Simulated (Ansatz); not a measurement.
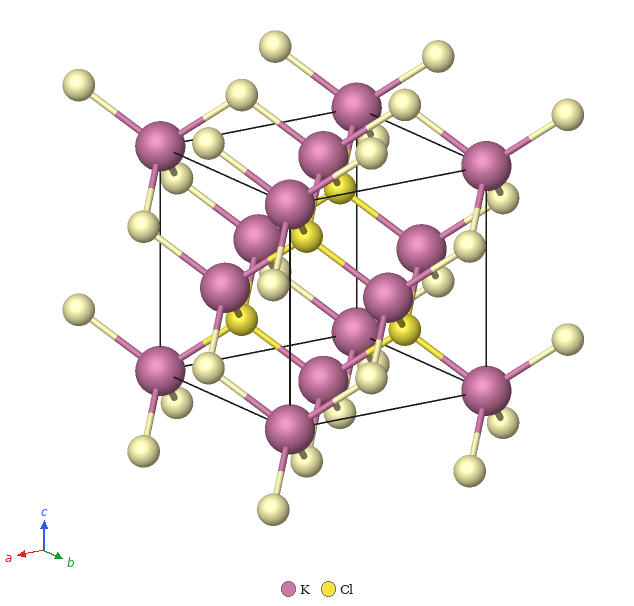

Crystal structure, ball-and-stick style, seen from a general direction. One conventional unit cell is framed, with atoms on its boundary repeated. Every bond is drawn to its end, so some atoms lie outside the box, in fainter colours.

KCl, space group F-43m (No. 216), a = 7.01 Å, b = 7.01 Å, c = 7.01 Å, α = 90.00°, β = 90.00°, γ = 90.00°.

Electronic-structure method: Ansatz, G0W0 on PBE, plane waves, PAW. Parameters: a 420 eV plane-wave basis, k-points about 0.39 Å⁻¹ apart, no spin polarisation.

Does it come out as a metal, or with a gap?

An insulator at this level, with a gap of 4.78 eV, indirect; the smallest direct gap is 4.81 eV.

Starting structure: a structure type filled with these elements by a generator (whether the compound takes this form wasn't checked). Earlier steps of the study may have refined or changed the cell and positions. A calculation with Ansatz used it as input.
